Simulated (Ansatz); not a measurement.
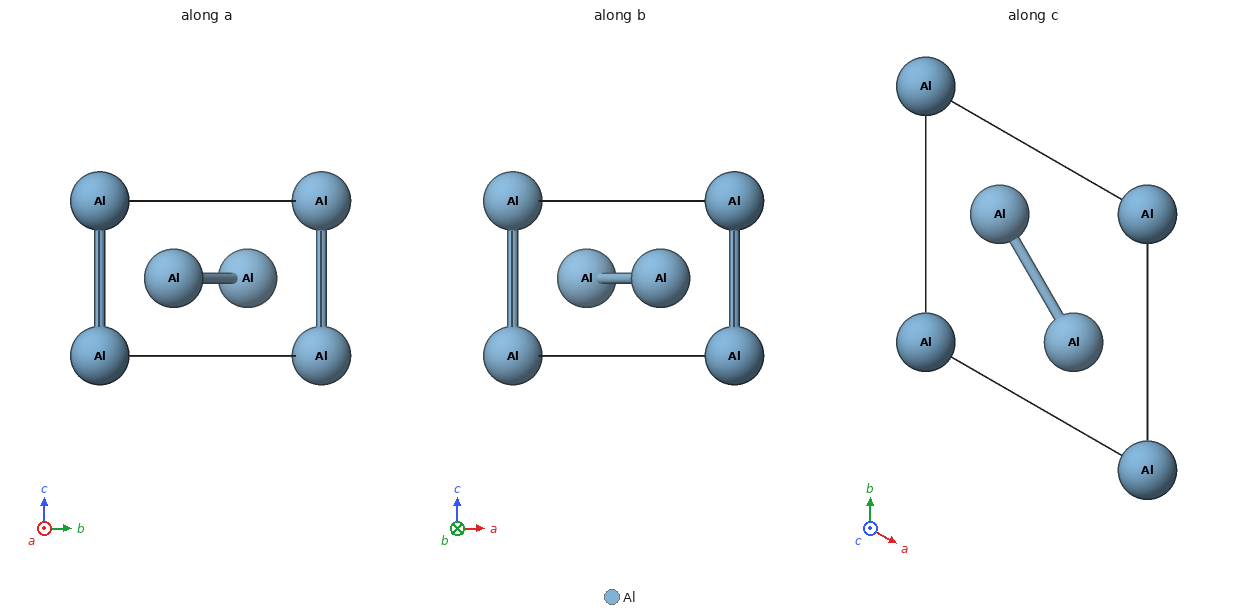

The figure gives a ball-and-stick picture of the atoms, viewed along the a axis, along the b axis and along the c axis. One conventional unit cell is framed, with atoms on its boundary repeated.

Unit-cell dimensions: a = 4.58 Å, b = 4.58 Å, c = 2.77 Å, α = 90.00°, β = 90.00°, γ = 120.00°.

The composition is Al.

**State the space group and its number.**

P6/mmm (No. 191), with Al on 1a and Al on 2d.

**Structure type?**

Ω phase (AlB₂-like).

Starting structure: a textbook structure type filled with this element (whether it is the usual form wasn't checked). Earlier steps of the study may have refined or changed the cell and positions. It was the input of a calculation with Ansatz.
